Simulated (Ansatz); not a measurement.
Run report: Ti, geometry relaxation

- system: Ti (1 atom in the cell)
- method: DFT LDA, scalar-relativistic, plane waves, PAW, PAW set soft_1, no spin polarisation (Ansatz 0.2.0)

The structure derives from an entry of the Crystallography Open Database. Figures and captions count atoms from 1; the log counts them from 0 in places.

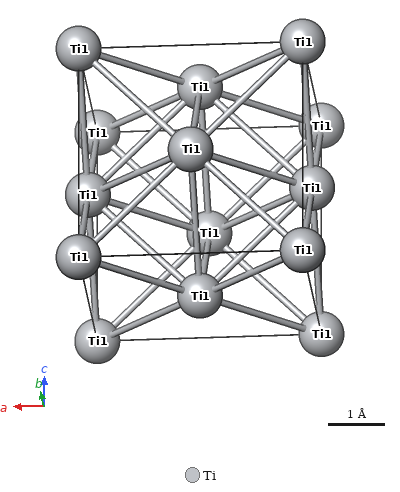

Fig. 1: The structure as given in the input (ball-and-stick view of the cell 4 times as large as that of the calculation, set on its symmetry axes, seen at an oblique angle; atoms are numbered from 1 in the order of the input). An atom can appear more than once, as a periodic image.

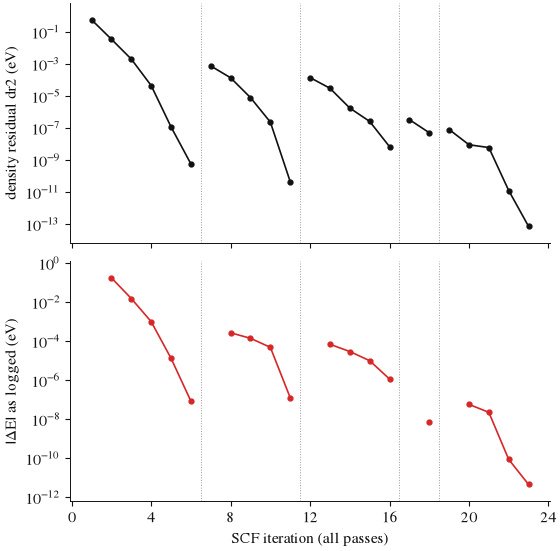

Fig. 2: Convergence of the self-consistent field: density residual dr2 and size of the energy change against the SCF iteration. The dotted lines part the SCF passes of the relaxation: geometry steps, rejected trials and re-solves on a re-selected basis. The 5 passes take 2 to 6 iterations each, 23 in all.

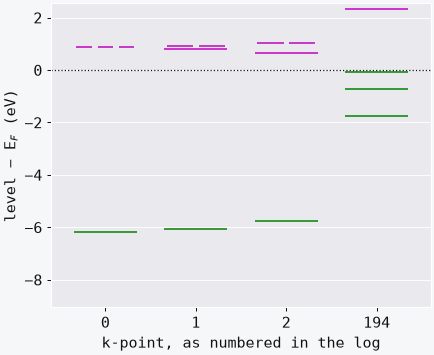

Fig. 3: Kohn–Sham levels near the Fermi level (dotted) at the few k-points that the log prints; levels within 0.02 eV of each other stand side by side. The system is metallic on the full mesh.

These pictures come from the run below.

**The input**
```yaml
crystal:
  lattice:
    - [0.0, 2.03, 2.03]
    - [2.03, 0.0, 2.03]
    - [2.03, 2.03, 0.0]
  atoms:
    - { symbol: Ti, position: [0.0, 0.0, 0.0] }
basis:
  ecutwfc: 420
kpoints:
  mp_grid: { grid: [18, 18, 18] }
hamiltonian:
  xc: lda
  pseudopotentials: { kind: paw, azcp: { folder: soft_1 } }
scf:
  occupations: { method: gaussian, width: 0.1 }
output:
  forces: true
  stress: true
  eigenvalues: true
relax:
  adjacent_minimum: "off"
  f_tol: 0.005
  max_steps: 80
  cell: { stress_tol: 0.05 }
```

Command:
```bash
ansatz run input.yaml --threads 2 --pin off --max-ram 6144MiB --backend cpu --events-out ev --progress --plain --runs-dir out
```

**Log**
```
Warning: [file] the record states the generating functional pbe (its physics header spells it `PBE`), which answers neither for hamiltonian.xc's functional nor for the lda family's — results may be inconsistent (PPs are generated against a specific XC)
Engine: ansatz 0.2.0, x86_64-unknown-linux-gnu
Pseudopotentials: kind: paw
Pseudopotential: Ti, paw, valence charge 12, recommended cutoff 420 eV (normal), [file]
Functional definition: SPW92
  exchange = slater_x
  correlation = pw_c
Crystal: 1 atoms, lattice volume = 16.731 Å³
Basis set: ecut = 420 eV, 331 PW (Γ)
Bands: 10, of which v1, the nominal top of the filled ones, is band 6 counted from 1 (5 counted from 0)
Symmetry: 48 space group operations
Space group: Fm-3m (ITA 225), of the structure as read, at distance tolerance 2.6e-5 Å
k-points: 195 of 5832
Non-local potential: Ti, projectors of the file, l = 0: 3, l = 1: 2, l = 2: 3, l = 3: 1
PAW form: soft (Blöchl's): semilocal exchange-correlation on the pseudo side does not see the compensation charge
PAW frozen core: Ti, regenerated for the run's functional, and the local potential with it (the file was generated under x = pbe(κ = 0.804, μ = 0.2195149727645171), c = pbe(β = 0.06672455060314922))
PAW one-centre angular grid: Ti, 590 points (default); XC on 64 Gauss nodes
Initial density: superposition of atomic densities (chi_scale 0.1, normalization cell)
Initial wavefunctions: pseudopotential atomic-orbital guess
Functional: x = slater, c = lda
SCF iter   1: F=—  HF=-2450.441926 eV  |F-HF|=—  |Δ(HF+E_count)|=         —  Δρ=5.86e-2  dr2=5.71e-1  ethr=3.10e-3  ⟨swp⟩=4.3  Hψ=10003  notcnv=0
preconditioner: auto → none  [metal: Δε(μ)=0.012 eV  Ē_g=4.625 eV  σ=0.100 eV  W_gap=0.07  n_scr=0 (ndim 8)  ℏωp=18.2 eV  f_vac=0.000  D(μ)=1.50/eV (n_scr^D=14)]
SCF iter   2: F=—  HF=-2450.266563 eV  |F-HF|=—  |Δ(HF+E_count)|=   1.75e-1  Δρ=1.82e-2  dr2=3.48e-2  ethr=3.10e-3  ⟨swp⟩=2.9  Hψ=5415  notcnv=0  defer=11
SCF iter   3: F=—  HF=-2450.251239 eV  |F-HF|=—  |Δ(HF+E_count)|=   1.53e-2  Δρ=5.30e-3  dr2=2.01e-3  ethr=2.90e-4  ⟨swp⟩=2.0  Hψ=3529  notcnv=0  defer=11
SCF iter   4: F=—  HF=-2450.250234 eV  |F-HF|=—  |Δ(HF+E_count)|=   1.00e-3  Δρ=6.31e-4  dr2=4.51e-5  ethr=1.68e-5  ⟨swp⟩=2.0  Hψ=3029  notcnv=0  defer=11
SCF iter   5: F=—  HF=-2450.250221 eV  |F-HF|=—  |Δ(HF+E_count)|=   1.33e-5  Δρ=3.81e-5  dr2=1.19e-7  ethr=3.75e-7  ⟨swp⟩=2.6  Hψ=3070  notcnv=0  defer=11
SCF iter   6: F=-2450.250221 eV  HF=-2450.250221 eV  |F-HF|=7.26e-10  |Δ(HF+E_count)|=   8.47e-8  Δρ=2.36e-6  dr2=5.81e-10  ethr=8.33e-10  ⟨swp⟩=5.1  Hψ=8518  notcnv=0
SCF 1 converged in 6 iterations: F = -2450.250221 eV  dr2 = 5.81e-10
  greatest PAW one-centre occupation: 0.998 electrons in one spin orbital (limit 2), on the Ti atom at site 0 (counted from 0), in its partial waves of l = 0
relax step   1: F+E_penalty+E_count = -2450.25022090 eV  Δ(F+E_penalty+E_count) = +0.000e0 eV  max|allowed force component| = 0.000e0 eV/Å  Δτ_max = 0.0000 Å  P = -4.958 GPa  Ω = 16.731 Å³  (6 SCF iters, dr2 threshold 1.00e-7 eV, accepted)
Crystal: 1 atoms, lattice volume = 15.493 Å³
Basis set: ecut = 420 eV, 307 PW (Γ)
Initial density: handed on by an earlier stage of this run
Initial wavefunctions: those handed on with the density
iter 1 solved again at ethr=6.23e-6 eV; its pass at ethr=3.10e-3 eV (dr2=7.48e-4 eV) is discarded
SCF iter   1: F=—  HF=-2450.254731 eV  |F-HF|=—  |Δ(HF+E_count)|=         —  Δρ=2.33e-3  dr2=7.50e-4  ethr=6.23e-6  ⟨swp⟩=1.2  Hψ=13092  notcnv=0
preconditioner: auto → none  [metal: Δε(μ)=0.006 eV  Ē_g=4.600 eV  σ=0.100 eV  W_gap=0.03  n_scr=0 (ndim 8)  ℏωp=18.9 eV  f_vac=0.000  D(μ)=1.49/eV (n_scr^D=14)]
SCF iter   2: F=—  HF=-2450.255000 eV  |F-HF|=—  |Δ(HF+E_count)|=   2.69e-4  Δρ=1.46e-3  dr2=1.37e-4  ethr=6.23e-6  ⟨swp⟩=2.1  Hψ=2850  notcnv=0
SCF iter   3: F=—  HF=-2450.255140 eV  |F-HF|=—  |Δ(HF+E_count)|=   1.40e-4  Δρ=4.13e-4  dr2=7.96e-6  ethr=1.14e-6  ⟨swp⟩=2.9  Hψ=3100  notcnv=0
SCF iter   4: F=—  HF=-2450.255188 eV  |F-HF|=—  |Δ(HF+E_count)|=   4.84e-5  Δρ=3.82e-5  dr2=2.36e-7  ethr=6.63e-8  ⟨swp⟩=3.0  Hψ=3154  notcnv=0
SCF iter   5: F=-2450.255188 eV  HF=-2450.255188 eV  |F-HF|=4.87e-11  |Δ(HF+E_count)|=   1.27e-7  Δρ=1.06e-6  dr2=4.56e-11  ethr=8.33e-10  ⟨swp⟩=4.9  Hψ=8418  notcnv=0
SCF 2 converged in 5 iterations: F = -2450.255188 eV  dr2 = 4.56e-11
relax step   2: F+E_penalty+E_count = -2450.25518833 eV  Δ(F+E_penalty+E_count) = -4.967e-3 eV  max|allowed force component| = 0.000e0 eV/Å  Δτ_max = 0.0000 Å  P = +4.238 GPa  Ω = 15.493 Å³  energy of the carried Pulay correction = +1.921e-4 eV  (5 SCF iters, dr2 threshold 1.00e-7 eV, accepted)
Crystal: 1 atoms, lattice volume = 16.040 Å³
iter 1 solved again at ethr=9.83e-7 eV; its pass at ethr=3.10e-3 eV (dr2=1.18e-4 eV) is discarded
SCF iter   1: F=—  HF=-2450.261680 eV  |F-HF|=—  |Δ(HF+E_count)|=         —  Δρ=1.01e-3  dr2=1.41e-4  ethr=9.83e-7  ⟨swp⟩=1.8  Hψ=13515  notcnv=0
preconditioner: auto → none  [metal: Δε(μ)=0.006 eV  Ē_g=4.424 eV  σ=0.100 eV  W_gap=0.03  n_scr=0 (ndim 8)  ℏωp=18.5 eV  f_vac=0.000  D(μ)=1.59/eV (n_scr^D=14)]
SCF iter   2: F=—  HF=-2450.261749 eV  |F-HF|=—  |Δ(HF+E_count)|=   6.92e-5  Δρ=6.69e-4  dr2=3.05e-5  ethr=9.83e-7  ⟨swp⟩=2.3  Hψ=3005  notcnv=0
SCF iter   3: F=—  HF=-2450.261778 eV  |F-HF|=—  |Δ(HF+E_count)|=   2.95e-5  Δρ=1.88e-4  dr2=1.77e-6  ethr=2.54e-7  ⟨swp⟩=2.9  Hψ=3097  notcnv=0
SCF iter   4: F=—  HF=-2450.261788 eV  |F-HF|=—  |Δ(HF+E_count)|=   9.98e-6  Δρ=7.43e-5  dr2=2.60e-7  ethr=1.48e-8  ⟨swp⟩=2.0  Hψ=2363  notcnv=0
SCF iter   5: F=-2450.261790 eV  HF=-2450.261790 eV  |F-HF|=2.88e-8  |Δ(HF+E_count)|=   1.15e-6  Δρ=1.21e-5  dr2=6.93e-9  ethr=8.33e-10  ⟨swp⟩=5.0  Hψ=8541  notcnv=0
SCF 3 converged in 5 iterations: F = -2450.261790 eV  dr2 = 6.93e-9
relax step   3: F+E_penalty+E_count = -2450.26178964 eV  Δ(F+E_penalty+E_count) = -6.601e-3 eV  max|allowed force component| = 0.000e0 eV/Å  Δτ_max = 0.0000 Å  P = -0.210 GPa  Ω = 16.040 Å³  energy of the carried Pulay correction = +1.054e-4 eV  (5 SCF iters, dr2 threshold 1.00e-7 eV, accepted)
Crystal: 1 atoms, lattice volume = 16.013 Å³
iter 1 solved again at ethr=2.20e-9 eV; its pass at ethr=3.10e-3 eV (dr2=2.65e-7 eV) is discarded
SCF iter   1: F=—  HF=-2450.261812 eV  |F-HF|=—  |Δ(HF+E_count)|=         —  Δρ=4.52e-5  dr2=3.36e-7  ethr=2.20e-9  ⟨swp⟩=2.0  Hψ=12676  notcnv=0
preconditioner: auto → none  [metal: Δε(μ)=0.005 eV  Ē_g=4.438 eV  σ=0.100 eV  W_gap=0.03  n_scr=0 (ndim 8)  ℏωp=18.6 eV  f_vac=0.000  D(μ)=1.59/eV (n_scr^D=14)]
SCF iter   2: F=-2450.261812 eV  HF=-2450.261812 eV  |F-HF|=2.38e-8  |Δ(HF+E_count)|=   7.65e-9  Δρ=2.61e-5  dr2=5.12e-8  ethr=8.33e-10  ⟨swp⟩=2.0  Hψ=6924  notcnv=0
SCF 4 converged in 2 iterations: F = -2450.261812 eV  dr2 = 5.12e-8
relax step   4: F+E_penalty+E_count = -2450.26181176 eV  Δ(F+E_penalty+E_count) = -2.213e-5 eV  max|allowed force component| = 0.000e0 eV/Å  Δτ_max = 0.0000 Å  P = -0.006 GPa  Ω = 16.013 Å³  energy of the carried Pulay correction = +1.096e-4 eV  (2 SCF iters, dr2 threshold 1.00e-7 eV, accepted)
Initial wavefunctions: pseudopotential atomic-orbital guess (no wavefunctions were taken with the density)
iter 1 solved again at ethr=1.18e-9 eV; its pass at ethr=3.10e-3 eV (dr2=1.42e-7 eV) is discarded
SCF iter   1: F=—  HF=-2450.261694 eV  |F-HF|=—  |Δ(HF+E_count)|=         —  Δρ=4.99e-5  dr2=8.13e-8  ethr=1.18e-9  ⟨swp⟩=3.1  Hψ=16132  notcnv=0
SCF iter   2: F=—  HF=-2450.261694 eV  |F-HF|=—  |Δ(HF+E_count)|=   5.76e-8  Δρ=2.27e-5  dr2=9.10e-9  ethr=6.77e-10  ⟨swp⟩=1.9  Hψ=2280  notcnv=0
SCF iter   3: F=—  HF=-2450.261694 eV  |F-HF|=—  |Δ(HF+E_count)|=   2.26e-8  Δρ=8.40e-6  dr2=6.08e-9  ethr=7.58e-11  ⟨swp⟩=2.0  Hψ=3119  notcnv=0
SCF iter   4: F=—  HF=-2450.261694 eV  |F-HF|=—  |Δ(HF+E_count)|=  8.78e-11  Δρ=6.66e-7  dr2=1.27e-11  ethr=5.06e-11  ⟨swp⟩=2.4  Hψ=2581  notcnv=0
SCF iter   5: F=-2450.261694 eV  HF=-2450.261694 eV  |F-HF|=4.55e-13  |Δ(HF+E_count)|=  4.55e-12  Δρ=3.14e-8  dr2=7.33e-14  ethr=1.00e-12  ⟨swp⟩=4.0  Hψ=6266  notcnv=0
SCF 5 converged in 5 iterations: F = -2450.261694 eV  dr2 = 7.33e-14
relax step   5: F+E_penalty+E_count = -2450.26169378 eV  Δ(F+E_penalty+E_count) = +1.180e-4 eV  max|allowed force component| = 0.000e0 eV/Å  Δτ_max = 0.0000 Å  P = -0.002 GPa  Ω = 16.013 Å³  stress off target by 2.38e-3 GPa  SCF on the basis re-selected at this cell (its energy is not comparable with the rows above)  (5 SCF iters)
basis re-selected at this cell: Δ(F+E_penalty+E_count) = +1.180e-4 eV, ΔP = +0.004 GPa vs the last step (what re-selecting the basis moved, of the pressure what is left beyond the Pulay correction that the steps carried, after the strain that the cell walked since its last selection, with what the two solves' SCF thresholds leave and, on support functions, any second-order correction that the steps lacked; it is no measure of the basis error at this ecutwfc). This SCF's stress stands 2.38e-3 GPa from its target on what of the cell is left free (relax.cell.stress_tol is 5.00e-2 GPa) and its largest allowed force component is 0.00e0 eV/Å (relax.f_tol is 5.00e-3 eV/Å): within both
SCF converged after 5 iterations
Free energy (F): -2450.261694 eV
Harris-Foulkes:  -2450.261694 eV  (|F-HF|=4.55e-13)
Internal energy: -2450.253759 eV  (E = F + TS)
E sigma→0 (E₀):  -2450.257726 eV
Entropy (-TS):   -0.007935 eV (-7.935 meV/atom)
Fermi energy:    14.182792 eV
--- Per-component energies (eV) ---
  E_band       = -142.467917
  E_kinetic    = 283.237370
  E_local      = -832.589042  (includes V_loc(G=0)·N_el)
  E_nonlocal   = 65.268148
  E_hartree    = 331.516908
  E_xc         = -115.645031
  E_vxc        = -145.717879  (∫ρ·V_xc dr)
  E_paw        = -994.325920  (= ΣΔE_a)
  E_vpaw       = -175.700263  (= ΣTr[D̂ρ^β])
  E_aug_tail   = -0.000076  (compensation charges beyond the density's cutoff)
  E_ewald      = -1188.042067
  E_core_change = 0.325951  (= ΣΔE_core)
  E_smearing   = -0.007935  (= −TS)
  E_closure    = 0.000000  (closes the sum)
  Σ components = -2450.261694   (vs F -2450.261694, Δ=0.00e0)
--- Forces (eV/Å), atoms counted from 1 ---
  atom   1  Ti    -0.00000000     0.00000000    -0.00000000
  max |Σ_I F_I| component: 1.85e-32 eV/Å
--- Stress (GPa, compression-positive) ---
       -0.002377       0.000000      -0.000000
        0.000000      -0.002377       0.000000
       -0.000000       0.000000      -0.002377
  P = ⅓ Tr σ = -0.0024 GPa (-0.024 kbar)
--- Band table (eV; the first three rows and the last of 195) ---
  k-point 0: bands = ["-41.7884", "-17.8475", "-17.8475", "-17.8475", "8.0116", "15.0742", "15.0742", "15.0742", "16.8776", "16.8776"]
  k-point 1: bands = ["-41.7831", "-17.8758", "-17.8509", "-17.8509", "8.1196", "15.0053", "15.1152", "15.1152", "16.8502", "16.8502"]
  k-point 2: bands = ["-41.7677", "-17.9567", "-17.8608", "-17.8608", "8.4348", "14.8188", "15.2216", "15.2216", "16.7890", "16.7890"]
  k-point 194: bands = ["-41.5500", "-18.4699", "-18.3793", "-18.1741", "12.4113", "13.4552", "14.1232", "16.5239", "18.4466", "22.7644"]
--- Relaxed structure (4 steps of the walk, 4 accepted, 1 SCFs on fresh bases) ---
  F+E_penalty+E_count = -2450.26169378 eV   max|allowed force component| = 0.000e0 eV/Å   (the final SCF, on the basis selected at the relaxed cell)
  cell:  # Å, volume = 16.0131 Å³
    - [1.8789184371302498e-34, 2.000546992547013, 2.000546992547013]
    - [2.000546992547013, 5.222756333717981e-34, 2.000546992547013]
    - [2.000546992547013, 2.000546992547013, -6.146292514680305e-34]
  atoms:
    - { symbol: Ti, position: [0.0, 0.0, 0.0] }
```

**Trajectory as extended XYZ (Å, eV, eV/Å), 5 frames, from step=1 to step=5**
```
1
Lattice="0.0000 2.0300 2.0300 2.0300 0.0000 2.0300 2.0300 2.0300 0.0000" Properties=species:S:1:pos:R:3:forces:R:3 step=1 energy=-2450.25022 pressure_GPa=-4.96
Ti    0.0000    0.0000    0.0000    0.0000   0.0000   0.0000
1
Lattice="0.0000 1.9786 1.9786 1.9786 0.0000 1.9786 1.9786 1.9786 0.0000" Properties=species:S:1:pos:R:3:forces:R:3 step=2 energy=-2450.25519 pressure_GPa=4.24
Ti    0.0000    0.0000    0.0000    0.0000   0.0000   0.0000
1
Lattice="0.0000 2.0017 2.0017 2.0017 0.0000 2.0017 2.0017 2.0017 0.0000" Properties=species:S:1:pos:R:3:forces:R:3 step=3 energy=-2450.26179 pressure_GPa=-0.21
Ti    0.0000    0.0000    0.0000    0.0000   0.0000   0.0000
1
Lattice="0.0000 2.0005 2.0005 2.0005 0.0000 2.0005 2.0005 2.0005 0.0000" Properties=species:S:1:pos:R:3:forces:R:3 step=4 energy=-2450.26181 pressure_GPa=-0.01
Ti    0.0000    0.0000    0.0000    0.0000   0.0000   0.0000
1
Lattice="0.0000 2.0005 2.0005 2.0005 0.0000 2.0005 2.0005 2.0005 0.0000" Properties=species:S:1:pos:R:3:forces:R:3 step=5 energy=-2450.26169 pressure_GPa=-0.00
Ti    0.0000    0.0000    0.0000    0.0000   0.0000   0.0000
```

**Results in brief**

```csv
quantity,value
outcome,converged
space group (tolerance 0.01 Å),Fm-3m (225)
electrons treated,12
free energy,−2450.2617 eV
Fermi energy,14.183 eV
gap on the k-point mesh,none (metallic)
pressure,0.00 GPa
final volume,16.01 Å³
largest force (length of the vector) at the end,under 0.001 eV/Å
final cell,"a = 2.829 Å, b = 2.829 Å, c = 2.829 Å, α = 60.00°, β = 60.00°, γ = 60.00°"
hardware,"2 threads of Intel Xeon (Granite Rapids), 144 GiB of memory available, shared host"
wall time,2.9 s (CPU time 5.3 s)
peak memory,0.39 GiB
```

**Notes**

The program warns: the PAW datasets were made with another functional.
